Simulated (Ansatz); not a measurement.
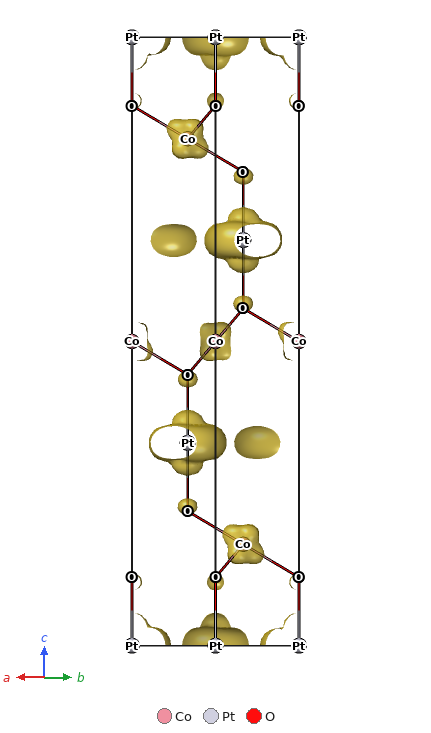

Figure. CoPtO2. Density of the Kohn–Sham states from −0.25 to +0.25 eV about the Fermi level (the states at the Fermi level), scaled to one electron a cell: yellow surface at 0.05 1/Å³, in the conventional cell seen along [110].

Space group R-3m; the calculation finds a residual pressure of about 6 GPa at this fixed cell; computed without spin polarisation. It comes out metallic at this level (no spin, no Hubbard term), which in such compounds can be an artefact. Spin-orbit coupling, left out here, splits and shifts the levels of such heavy elements, by tenths of an eV up to several eV. The cell comes from a database of computed structures, not from a measurement.

All numbers below come from DFT PBE, scalar-relativistic, plane waves, PAW in Ansatz.

Core electrons are frozen (PAW), so the fields are smoothed inside the atomic spheres.

```cif
data_structure
_symmetry_space_group_name_H-M 'P 1'
_symmetry_Int_Tables_number 1
_cell_length_a 2.8245
_cell_length_b 2.8245
_cell_length_c 17.8182
_cell_angle_alpha 90.000
_cell_angle_beta 90.000
_cell_angle_gamma 120.000
_cell_volume 123.11
loop_
_atom_site_label
_atom_site_type_symbol
_atom_site_fract_x
_atom_site_fract_y
_atom_site_fract_z
_atom_site_occupancy
Co1 Co 0.33333 0.66667 0.16667 1
Co2 Co 0.00000 0.00000 0.50000 1
Co3 Co 0.66667 0.33333 0.83333 1
Pt1 Pt 0.00000 0.00000 0.00000 1
Pt2 Pt 0.66667 0.33333 0.33333 1
Pt3 Pt 0.33333 0.66667 0.66667 1
O1 O 0.66667 0.33333 0.22109 1
O2 O 0.33333 0.66667 0.55442 1
O3 O 0.00000 0.00000 0.88776 1
O4 O 0.00000 0.00000 0.11224 1
O5 O 0.66667 0.33333 0.44558 1
O6 O 0.33333 0.66667 0.77891 1
```

Which atoms and orbitals make up these states?

Answer. Projected on a minimal set of atomic orbitals (Löwdin), they are Pt 5d (55 %), Co 3d (25 %) and Pt 6s (10 %). In space (atomic cells sized by Bader volumes) the density divides as Pt about 70 %, Co about 20 % and O about 10 %.

Run time: 11 s on 1 thread of Arm Neoverse V1 (shared host), peak memory 0.5 GiB.
